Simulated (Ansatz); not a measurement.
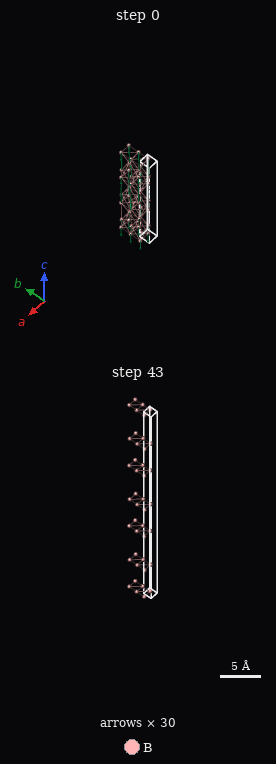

The structure of a crystal of B (a generated structure, set up in P6_3mc) (coarse preliminary run) before (top) and after (bottom) a relaxation, at one scale. The green arrows give the displacements (the part carried along by the change of the cell is left out), magnified 30 times.

Style: ball-and-stick. Shown: the cell of the calculation, repeated 2 × 3 × 1 with one cell outlined, from a free direction.

Level of theory: DFT PBE, scalar-relativistic, plane waves, PAW (Ansatz). Settings: plane-wave cutoff 420 eV; k-point mesh 12 × 12 × 2; occupations gaussian; smearing width 0.1 eV; no spin polarisation; cell and atoms relaxed; force threshold 0.04 eV/Å; at most 70 steps.

### Describe what moved and what it gained.

The largest moves relative to the cell, 0.083 Å, are those of B atoms. The volume changes by +44.4 %, with a = b 2.221 → 1.714 Å (−22.8 %), c 10.816 → 26.208 Å (+142.3 %). Near-neighbour distances that change, for instance: B–B 2.176 → 4.489 Å, B–B 2.211 → 4.483 Å, B–B 2.250 → 4.464 Å, B–B 2.221 → 1.714 Å. Within 0.06 Å the space group is P6_3/mmc at the start and P6_3/mmc at the end; at a tighter tolerance small leftover displacements or strains of the cell lower it. After 37 accepted moves (43 points after the start) the energy has fallen by 1069 meV per atom. The largest force component goes from 0.14 to 0.00063 eV/Å. The pressure goes from −37.47 to 0.17 GPa. The line search rejected the trial steps at points 15, 26 of the run. At 4 points the geometry stayed and the basis and grid were re-selected for the new cell (energy shift of 122 meV per atom at most each time). The run took 4.6 min on 1 thread of Intel(R) Xeon(R) Processor @ 2.50GHz (Skylake/Cascade Lake), with other jobs on the host, peak memory 0.39 GiB.
